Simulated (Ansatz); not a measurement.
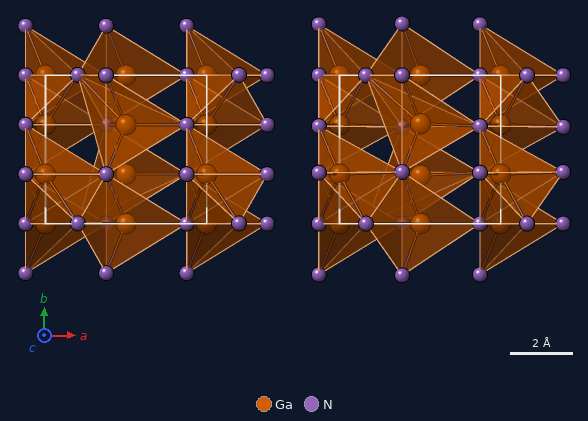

Two geometries of a defect cell of composition Ga$_{6}$N$_{7}$, drawn at one scale. One is the start of a relaxation, the other its converged end. Style: polyhedral. Shown: the cell of the calculation, along the c axis.

These are results of DFT PBE, scalar-relativistic, plane waves, PAW (Ansatz), not measurements. Settings: plane-wave cutoff 420 eV; k-point mesh 3 × 3 × 3; occupations gaussian; smearing width 0.02 eV; collinear spin; atoms relaxed in a fixed cell; force threshold 0.02 eV/Å; at most 60 steps.

Which of the two is the end point?

The right one is the relaxed one. Case: N interstitial, charge +0, atoms relaxed. The atoms of the start lie slightly off their symmetric places, so part of the fall in energy undoes that. The largest move is that of an N atom, 0.23 Å along [−2 0 1]. Largest moves by element: N 0.23 Å, Ga 0.05 Å. The cell doesn't change. Near-neighbour distances that change, for instance: Ga–N 2.331 → 2.541 Å, Ga–N 2.253 → 2.048 Å, Ga–N 2.476 → 2.541 Å, Ga–N 1.975 → 2.039 Å. Bond angles that change, for instance: N–Ga–N 59.4° → 67.4°, Ga–N–Ga 95.5° → 103.5°, N–Ga–N 59.7° → 67.4°. The energy falls by 0.639 eV per cell of the calculation in 5 geometry steps. The largest force component goes from 2 to 0.0029 eV/Å. Cost: 58 s on 4 threads of Oxide Virtual Turin-like Processor (Zen 5), on a shared host, peak memory 0.67 GiB.

Limits of the set-up: the periodic images lie only 5.2 Å apart, so the values are limited by the cell's size.
